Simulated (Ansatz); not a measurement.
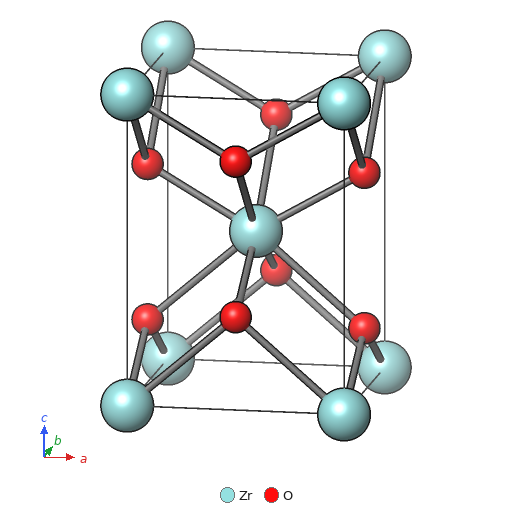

System: ZrO₂, space group P4_2/nmc (No. 137). The picture shows the cell.

Starting cell:
```yaml
crystal:
  lattice:
    - [3.58449, 0.00000, 0.00000]
    - [0.00000, 3.58449, 0.00000]
    - [0.00000, 0.00000, 5.17720]
  atoms:
    - { symbol: Zr, position: [0.00000, 0.00000, 0.00000] }
    - { symbol: Zr, position: [0.50000, 0.50000, 0.50000] }
    - { symbol: O, position: [0.00000, 0.50000, 0.20148] }
    - { symbol: O, position: [0.00000, 0.50000, 0.70148] }
    - { symbol: O, position: [0.50000, 0.00000, 0.29852] }
    - { symbol: O, position: [0.50000, 0.00000, 0.79852] }
```

How it was computed, with Ansatz 0.2.0: Born effective charges by linear response at the zone centre, in units of the proton charge, Cartesian axes of the given cell; DFT, PBEsol, plane waves, PAW. Level: PBEsol, no spin polarisation.

periodic directions 3; potentials PAW; wave cutoff 420 eV; k mesh 6×6×4.

Describe the result: the mean Born effective charge of each atom. The cases: Zr 1; Zr 2; O 1; O 2; O 3; O 4.

Zr 1 and Zr 2 share the largest size, 5.50 e, and the charges add up to 0.00 e. O 1, O 2, O 3 and O 4 are equally anisotropic; for O 1: its diagonal components run from −3.64 to −2.12 e.

| atom | mean Born effective charge (e) | Born charge xx (e) | Born charge zz (e) |
| --- | --- | --- | --- |
| Zr 1 | 5.50 | 5.760 | 4.967 |
| Zr 2 | 5.50 | 5.760 | 4.967 |
| O 1 | −2.75 | −2.117 | −2.483 |
| O 2 | −2.75 | −3.643 | −2.483 |
| O 3 | −2.75 | −2.117 | −2.483 |
| O 4 | −2.75 | −3.643 | −2.483 |

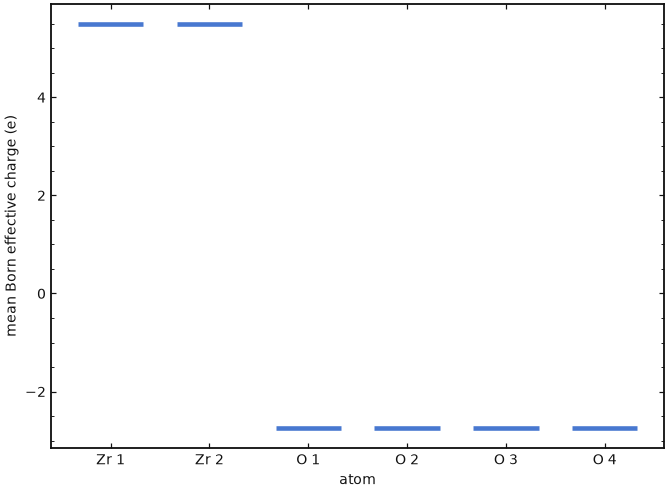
